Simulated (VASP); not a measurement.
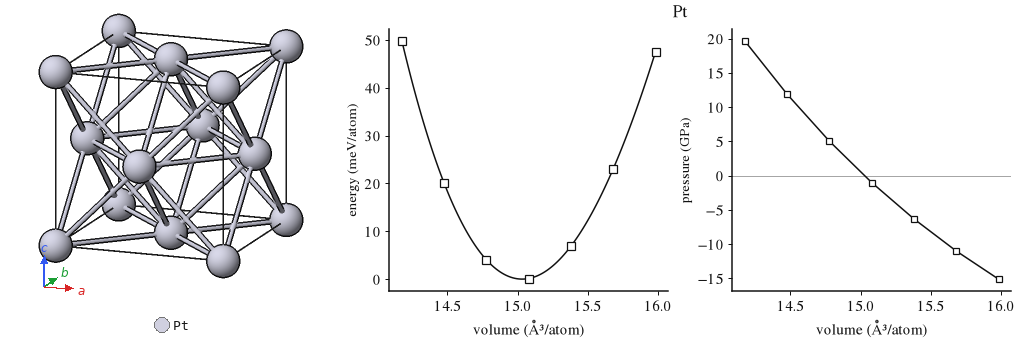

The picture above shows the energy and pressure against volume for Pt, space group Fm-3m (No. 225). The conventional cell is drawn beside the plot.

The given structure:
```yaml
crystal:
  lattice:
    - [0.00000, 1.96090, 1.96090]
    - [1.96090, 0.00000, 1.96090]
    - [1.96090, 1.96090, 0.00000]
  atoms:
    - { symbol: Pt, position: [0.00000, 0.00000, 0.00000] }
```

How it was computed, with VASP 6.6.1: plane-wave DFT, no spin polarisation; energies at scaled volumes of the given cell, shape and fractions fixed, counted from the fit's minimum, third-order Birch-Murnaghan fit. Level: PBEsol.

```tsv
setting	value
k mesh	12×12×12
occupations	Fermi–Dirac
smearing width	0.05 eV
potentials	VASP PAW PBE potentials, recommended
wave cutoff	520 eV
```

### How stiff is the solid, and where is its volume at rest?

A third-order Birch–Murnaghan fit gives V0 = 15.03 Å³/atom, B0 = 288 GPa and B′ = 5.3.

### What does the pressure do across the range?

It falls from 19.62 GPa at volume 14.18 Å³/atom to −15.11 GPa at 15.98 Å³/atom, and changes sign near 15.03 Å³/atom.

Caveats: spin-orbit coupling left out, heavy elements.
